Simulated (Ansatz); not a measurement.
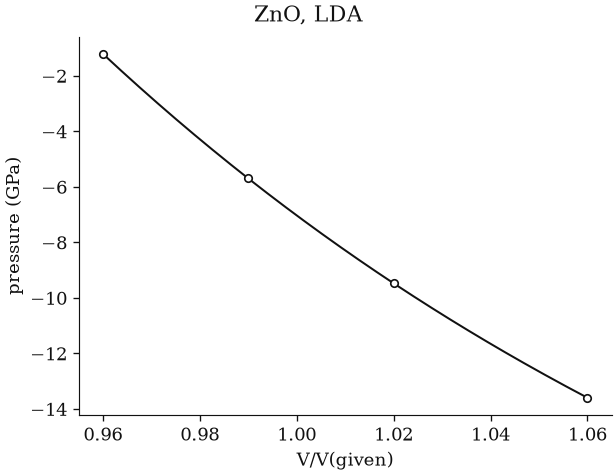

The plot gives the computed pressure against V/V(given) for ZnO, space group P6_3mc (No. 186).

The given structure:
```yaml
crystal:
  lattice:
    - [3.24940, 0.00000, 0.00000]
    - [-1.62470, 2.81410, 0.00000]
    - [0.00000, 0.00000, 5.20380]
  atoms:
    - { symbol: Zn, position: [0.33333, 0.66667, 0.00000] }
    - { symbol: Zn, position: [0.66667, 0.33333, 0.50000] }
    - { symbol: O, position: [0.33333, 0.66667, 0.38210] }
    - { symbol: O, position: [0.66667, 0.33333, 0.88210] }
```

How it was computed, with Ansatz 0.2.0: periodic Kohn-Sham DFT of a crystal at fixed atoms, scaled to the stated factor times the given cell; pressure positive in compression. Level: LDA.

```json
{"setting": "method", "value": "all-electron PAW"}
{"setting": "relativity", "value": "scalar"}
{"setting": "k mesh", "value": "8×8×5"}
{"setting": "occupations", "value": "Fermi–Dirac"}
{"setting": "smearing width", "value": "0.01 eV"}
{"setting": "nucleus", "value": "Gaussian"}
```

V(given) is 11.90 Å³/atom.

From this curve and the settings, what does the calculation give for the largest field gradient Vzz at the same points?

The largest field gradient Vzz falls from 0.755 1e21 V/m² at V/V(given) 0.96 to 0.666 1e21 V/m² at 1.06.

```csv
V/V(given),largest field gradient Vzz (1e21 V/m²)
0.96,0.755
0.99,0.726
1.02,0.700
1.06,0.666
```

Note: the volumes run don't bracket the minimum of the energy, so any equilibrium value is extrapolated; shape and atomic fractions are frozen while scaling, which makes layered, chain and framework solids too stiff.
